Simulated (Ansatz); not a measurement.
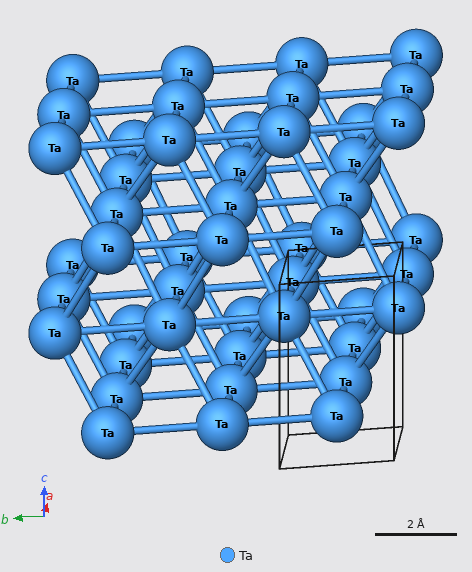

Starting structure of a crystal of Ta (set up in Cmme) (coarse preliminary run). Style: ball-and-stick. Shown: the cell of the calculation, repeated 3 × 3 × 2 with one cell outlined, from a free direction.

Case: 2 of 2 H taken out, relaxed.

Computed with DFT PBE, scalar-relativistic, plane waves, PAW (Ansatz 0.2.0).

The input:
```yaml
crystal:
  lattice:
    - [1.7137446454, -2.3860997252, 0.0]
    - [1.7137446454, 2.3860997252, 0.0]
    - [0.0, 0.0, 4.7930437401]
  atoms:
    - { symbol: Ta, position: [0.0, 0.5, 0.2645313067] }
    - { symbol: Ta, position: [0.5, 0.0, 0.7354686933] }
basis:
  ecutwfc: 420
kpoints:
  mp_grid: { grid: [6, 6, 4] }
hamiltonian:
  xc: pbe
scf:
  occupations: { method: gaussian, width: 0.1 }
output:
  forces: true
  stress: true
  eigenvalues: true
relax:
  adjacent_minimum: "off"
  f_tol: 0.0325
  max_steps: 70
  cell: { stress_tol: 0.24 }
```

Command:
```bash
ansatz run input.yaml --threads 2 --pin off --max-ram 5120MiB --backend cpu --events-out ev --progress --plain --runs-dir out
```

Q: Predict the outcome.

A: Over 4 accepted moves (5 points after the start) the energy falls by 63.0 meV per atom. The largest force component goes from 0.53 to 0.0017 eV/Å. The pressure goes from −9.90 to 0.00 GPa. The SCF was repeated once at an unchanged geometry on a basis and grid sized afresh for the cell, which shifted the energy by 0.3 meV per atom at most. The largest moves relative to the cell, 0.068 Å, are those of Ta1 and Ta2. Ta1 goes along −c. Cell: a = b 2.938 → 2.883 Å (−1.9 %), c 4.793 → 4.671 Å (−2.5 %), γ 108.6° → 109.1°. Volume −6.4 %. Some distances before and after: Ta1–Ta2 3.061 → 2.873 Å, Ta1–Ta2 (another image) 3.482 → 3.312 Å, Ta1–Ta1 3.427 → 3.344 Å, Ta1–Ta1 (another image) 2.938 → 2.883 Å. The space group (tolerance 0.01 Å) goes from Cmme (No. 67) to Fmmm (No. 69).

History of the run:

```csv
step,"E − E(0), meV/atom","largest force component, eV/Å","pressure, GPa","volume, Å³/atom",note
0,0.00,0.5289,-9.90,19.600,
1,-23.61,0.2811,12.31,17.316,
2,-60.99,0.1825,-1.20,18.461,
3,-63.22,0.0038,-0.03,18.335,
4,-63.35,0.0017,0.03,18.340,
5,-63.05,0.0017,0.00,18.340,"same geometry, new basis"
```

The end point in the same view:

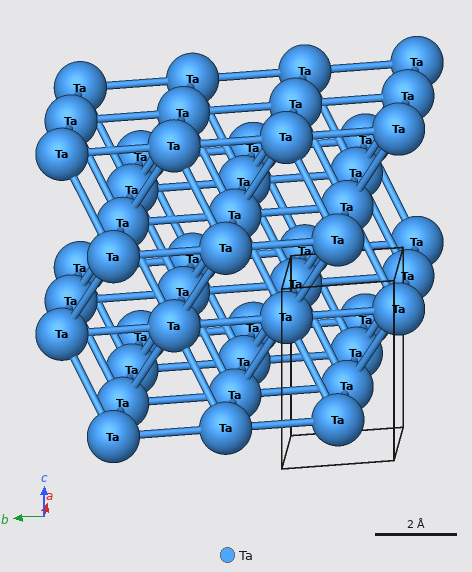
